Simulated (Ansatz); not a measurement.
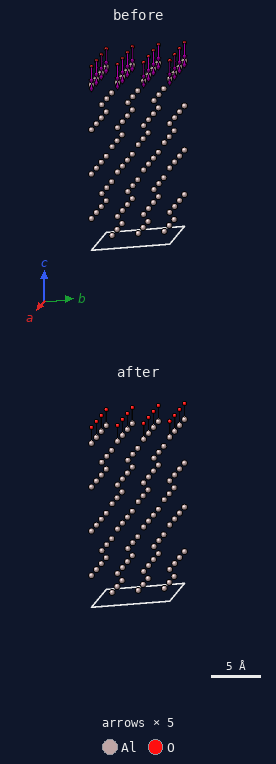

The structure of a slab of composition Al$_{8}$O before (top) and after (bottom) a constrained relaxation, at one scale. The purple arrows give the displacements, 5 times their true length.

A ball-and-stick model of the 3 × 3 repeat of the cell, outlined in the plane, without the vacuum, seen slightly off an axis.

4 atoms are held fixed.

Theory: Ansatz, DFT PBEsol, scalar-relativistic, plane waves, PAW; settings changed.

Input
```yaml
crystal:
  lattice:
    - [2.8362844922, 0.0, 0.0]
    - [-1.4181422461, 2.4562944226, 0.0]
    - [0.0, 0.0, 35.3137615421]
  atoms:
    - { symbol: Al, position: [0.3333333333, 0.6666666667, 0.2406993656] }
    - { symbol: Al, position: [0.0, 0.0, 0.3066945262] }
    - { symbol: Al, position: [0.6666666667, 0.3333333333, 0.3726896867] }
    - { symbol: Al, position: [0.0, 0.0, 0.4386848473] }
    - { symbol: Al, position: [0.3333333333, 0.6666666667, 0.5041562492] }
    - { symbol: Al, position: [0.0, 0.0, 0.5704373706] }
    - { symbol: Al, position: [0.6666666667, 0.3333333333, 0.6367922409] }
    - { symbol: Al, position: [0.0, 0.0, 0.7041304592] }
    - { symbol: O, position: [0.0, 0.0, 0.7573674953] }
basis:
  ecutwfc: 420
  ecutrho_ratio: 8
  xc_grid: 4
kpoints:
  mp_grid: { grid: [12, 12, 1] }
hamiltonian:
  xc: pbesol
scf:
  occupations: { method: gaussian, width: 0.1 }
output:
  forces: true
  eigenvalues: true
relax:
  adjacent_minimum: "off"
  f_tol: 0.03
  max_steps: 70
  constraints: [{ sites: [0, 1, 2, 3] }]
efield:
  axis: 3
  dipole_correction: true
  ramp_width: 0.04
```

Command:
```bash
ansatz run input.yaml --threads 2 --pin off --max-ram 5120MiB --backend cpu --events-out ev --progress --plain --runs-dir out
```

Question: Describe what moved and what it gained.

Answer: The atom that moves furthest is O9 (0.38 Å along the normal (−c)). By element the largest moves are O 0.38 Å, Al 0.17 Å. The lattice vectors keep their values. Near-neighbour distances that change, for instance: Al8–O9 1.880 → 1.677 Å. The energy falls by 0.389 eV per cell of the calculation in 4 accepted moves (5 points after the start). The largest force component goes from 3 to 0.016 eV/Å. 1 step only repeated the SCF at the same geometry.
